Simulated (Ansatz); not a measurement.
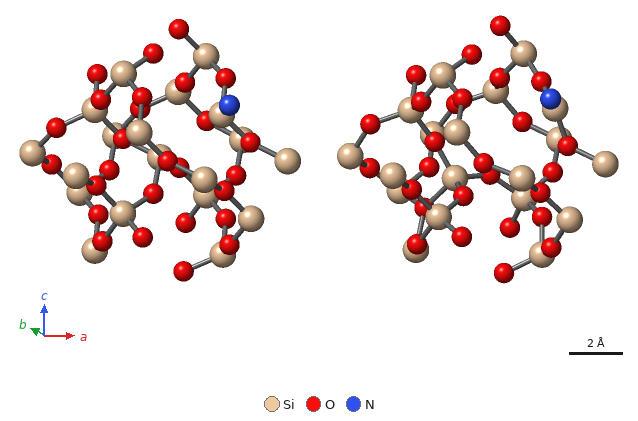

Two geometries of a defect cell of composition Si₂₄O₄₆N (cell charge +2), drawn at one scale. One is the start of a relaxation, the other its converged end. Style: ball-and-stick. Shown: the atoms within 5.0 Å of the atom that moves most (axes of the cell of the calculation, reduced to other axes (origin shifted)), slightly off an axis. Lengths and directions refer to the drawn axes.

All numbers below come from DFT, PBEsol, PAW, plane waves (Ansatz 0.2.0). (plane-wave cutoff 420 eV; k-point mesh 1 × 1 × 1; mesh shifted by (0.25, 0.25, 0.25); collinear spin; atoms relaxed in a fixed cell; force threshold 0.03 eV/Å; at most 80 steps)

**Which one is relaxed?**

The right one is the relaxed one. After 18 geometry steps the energy has fallen by 5.065 eV per cell of the calculation. The largest force component goes from 2.7 to 0.015 eV/Å. The atom that moves furthest is a Si atom (1.39 Å along [−2 1 −2]). By element the largest moves are Si 1.39 Å, O 0.47 Å, N 0.26 Å. The cell stays as it was. Near-neighbour distances that change, for instance: Si–Si 3.009 → 4.916 Å, O–Si 3.667 → 1.819 Å, Si–Si 4.428 → 3.065 Å, O–Si 1.578 → 1.784 Å. New bonds form, among them: O–Si (3.67 → 1.82 Å). Among the angles between lasting bonds that change: Si–O–Si 140.4° → 175.6°, Si–O–Si 145.9° → 124.2°, Si–O–Si 143.1° → 123.1°.

Limits of the set-up: the cell is charged, on a uniform background, and energies carry no finite-size correction.
